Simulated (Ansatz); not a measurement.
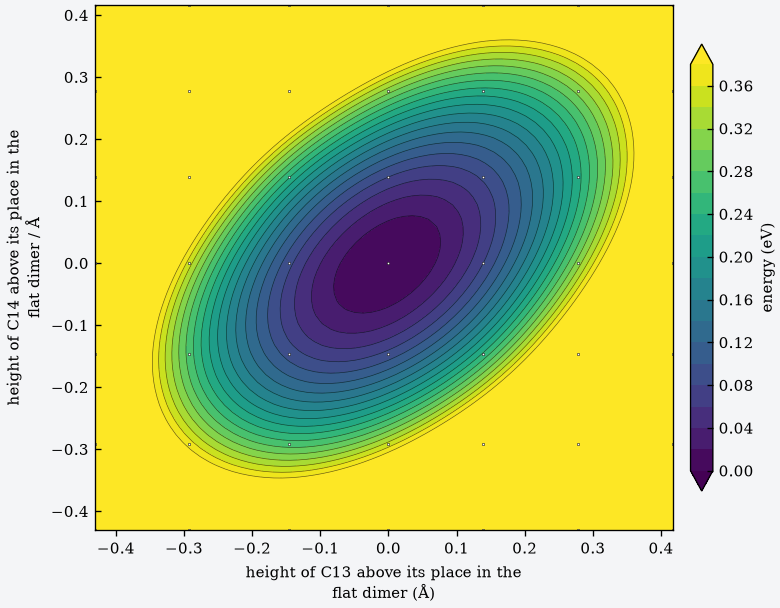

A SiC(100) slab cut from the F-43m phase, its lower face capped with 4 H atoms (18 atoms in the cell). 
- Two atoms of the surface dimers are held at set heights.
- First axis: height of C13 above its place in the flat dimer. Second axis: height of C14 above its place in the flat dimer.
- Relaxed at each point: all atoms of the upper layers, but for the two heights.
- The scan uses a 7 × 7 grid; 28 points were computed and 21 follow by symmetry.
- Points are written as (first, second).
- Energies: eV, counted from the lowest grid point.
- Theory: Ansatz 0.2.0, DFT LDA, scalar-relativistic, plane waves, PAW. Settings: cutoff 420 eV, k-mesh 4×8×1, gaussian smearing 0.05 eV, no spin polarisation.

Drawn: filled contours, dots at the grid points, one colour for all values above the top of the scale. Between grid points the surface is interpolated.

> Estimate the position of the minimum and the force constants in these coordinates.

The interpolated minimum is at the first coordinate ≈ 0.000 Å, the second coordinate ≈ 0.000 Å. The curvatures there are about 8.3 eV/Å² and 8.3 eV/Å², with a cross term of about −3.7 eV/Å² (per cell of 18 atoms). Round the minimum the valley is somewhat tilted: raising the first coordinate shifts the best value of the second coordinate upwards (coupling k₁₂/√(k₁₁k₂₂) about −0.4).
